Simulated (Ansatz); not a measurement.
SiO2

Input

```
crystal:
  lattice:
    - [4.508138421, -5.1273102223, 0.0]
    - [4.508138421, 5.1273102223, 0.0]
    - [0.0, 0.0, 8.9926986]
  atoms:
    - { symbol: Si, position: [0.30687689, 0.03930053, 0.90952002] }
    - { symbol: Si, position: [0.46069947, 0.19312311, 0.59047998] }
    - { symbol: Si, position: [0.03930053, 0.30687689, 0.09047998] }
    - { symbol: Si, position: [0.19312311, 0.46069947, 0.40952002] }
    - { symbol: Si, position: [0.96069947, 0.69312311, 0.90952002] }
    - { symbol: Si, position: [0.69312311, 0.96069947, 0.09047998] }
    - { symbol: Si, position: [0.80687689, 0.53930053, 0.59047998] }
    - { symbol: Si, position: [0.53930053, 0.80687689, 0.40952002] }
    - { symbol: O, position: [0.80781623, 0.80781623, 0.0] }
    - { symbol: O, position: [0.63209758, 0.86790242, 0.25] }
    - { symbol: O, position: [0.69218377, 0.69218377, 0.5] }
    - { symbol: O, position: [0.33314225, 0.66685775, 0.38700594] }
    - { symbol: O, position: [0.13209758, 0.36790242, 0.25] }
    - { symbol: O, position: [0.86790242, 0.63209758, 0.75] }
    - { symbol: O, position: [0.19218377, 0.19218377, 0.0] }
    - { symbol: O, position: [0.36790242, 0.13209758, 0.75] }
    - { symbol: O, position: [0.0, 0.5, 0.0] }
    - { symbol: O, position: [0.16685775, 0.83314225, 0.88700594] }
    - { symbol: O, position: [0.66685775, 0.33314225, 0.61299406] }
    - { symbol: O, position: [0.83314225, 0.16685775, 0.11299406] }
    - { symbol: O, position: [0.30781623, 0.30781623, 0.5] }
    - { symbol: O, position: [0.5, 0.0, 0.0] }
    - { symbol: O, position: [0.0, 0.5, 0.5] }
    - { symbol: O, position: [0.5, 0.0, 0.5] }
kpoints:
  mp_grid: { grid: [3, 3, 3] }
scf:
  occupations: { method: fermi_dirac, width: 0.02 }
hamiltonian:
  xc: r2scan
  pseudopotentials: { kind: paw, frozen_core: stored }
output:
  forces: true
  stress: true
  populations: true
  efg: { quadrupole_moments_barn: { O: -0.02558 } }
  write_density: true
  write_potential: true
  elf: true
  volumetric_format: npy
```

Run with:

```sh
ansatz run input.yaml --threads 1 --pin off --max-ram 3072MiB --backend cpu --events-out ev --progress --plain --runs-dir out
```

Below, planes, directions and counts refer to the conventional cell (a = 9.02 Å, b = 10.25 Å, c = 8.99 Å, α = 90.00°, β = 90.00°, γ = 90.00°).

Space group Cmce; a structure from a database of computed crystals, not necessarily the ambient phase.

Level of theory: DFT, r2SCAN, plane-wave PAW, default files, scalar-relativistic, frozen cores (Ansatz).

The density is the valence pseudo-density of a PAW calculation; it isn't the true density close to the nuclei.

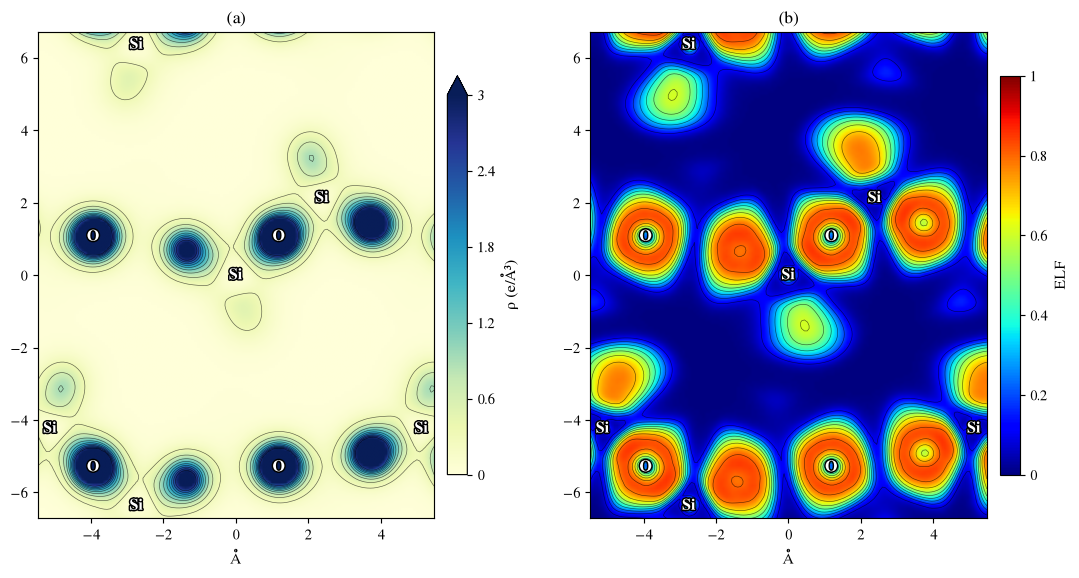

Figure 1. (a) valence charge density (pseudo); (b) electron localisation function on the (101) plane of the conventional cell.

What do the fields say about this system?

Atoms in the plane: Si and O. Atoms just off the plane (O, 0.3 Å away) can leave unmarked features too. Si–O (1.60 Å): ρ is about 1.3 e/Å³ halfway; the ELF peaks at about 0.85 between the atoms: a shared but strongly polarised pair. The density dies away to nearly zero in the voids. The ELF also peaks beside O, away from the bonds: lone-pair regions.

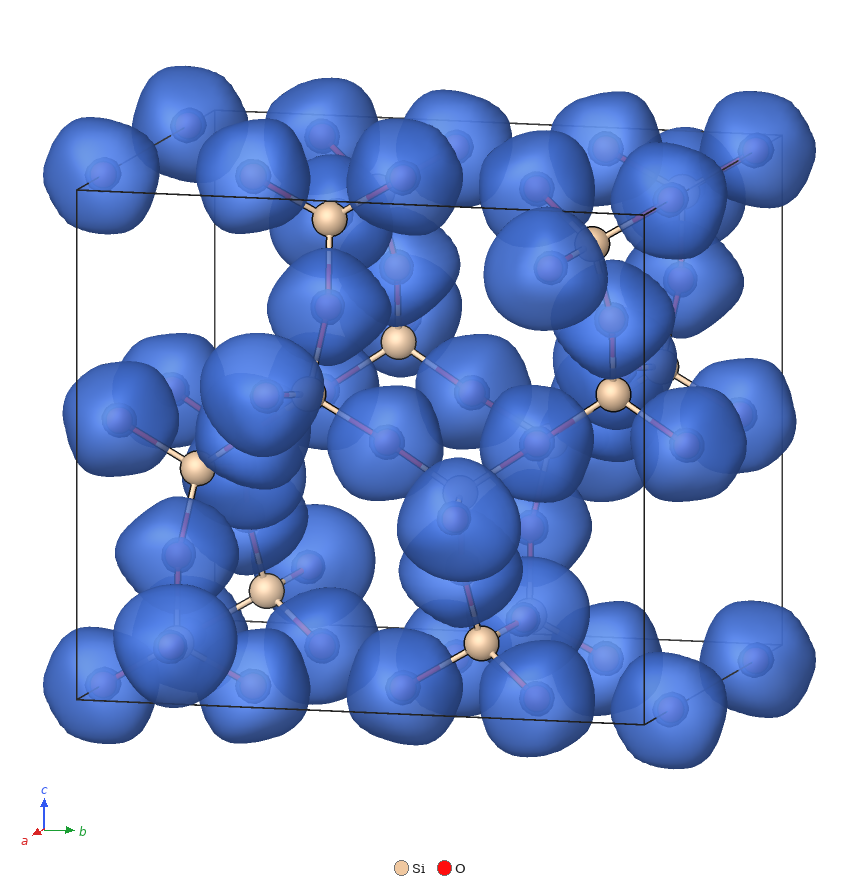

Figure 2. Isosurface of the ELF at 0.6 (blue), seen slightly off an axis. Only the valence region is drawn (cores and ρ < 0.01 e/Å³ removed). Sticks mark near contacts.

Where are the electrons localised?

At this value the surface marks out 32 regions on O in which the atom's valence shell and bonds are merged, counted in one cell of 48 atoms. Regions shared between cells count once.

Metal or insulator at this level of theory?

It is gapped, with a Kohn–Sham gap of 6.1 eV on the k-point mesh, an upper bound to the gap of this method.
